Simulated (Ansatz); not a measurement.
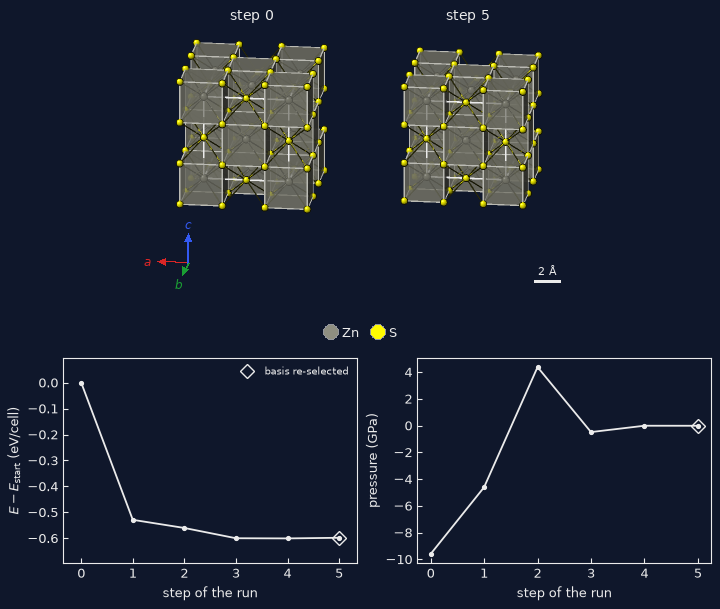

First and last geometry of a relaxation of a crystal of ZnS3 (a generated structure, set up in Fm-3m) (coarse preliminary run), with the history of the run. Style: polyhedral. Shown: the conventional cell (4 times the calculation's cell), from a free direction. Lengths and directions refer to the drawn axes.

Computed with Ansatz 0.2.0, DFT PBE, scalar-relativistic, plane waves, PAW. Set-up: plane-wave cutoff 420 eV; k-point mesh 4 × 4 × 4; occupations gaussian; smearing width 0.1 eV; no spin polarisation; cell and atoms relaxed; force threshold 0.04 eV/Å; at most 70 steps.

> Did the run converge, and what did it change?

It converged. The atoms keep their places relative to the cell (all moves are under 0.005 Å). The volume changes by −19.7 %, with a = b = c 6.821 → 6.339 Å (−7.1 %). Among the contacts that change: S–Zn 2.954 → 2.745 Å, S–S 2.954 → 2.745 Å. The space group stays Fm-3m (No. 225). After 4 accepted moves (5 points after the start) the energy has fallen by 0.598 eV per cell of the calculation. All forces vanish by symmetry, so only the cell relaxes. Pressure: −9.60 GPa at the start and −0.01 GPa at the end. The SCF was repeated once at an unchanged geometry on a basis and grid sized afresh for the cell, which shifted the energy by 2.5 meV per cell of the calculation at most. Cost: 4.9 s on 1 thread of Intel(R) Xeon(R) 6975P-C (Granite Rapids), with other jobs on the host, peak memory 0.37 GiB.
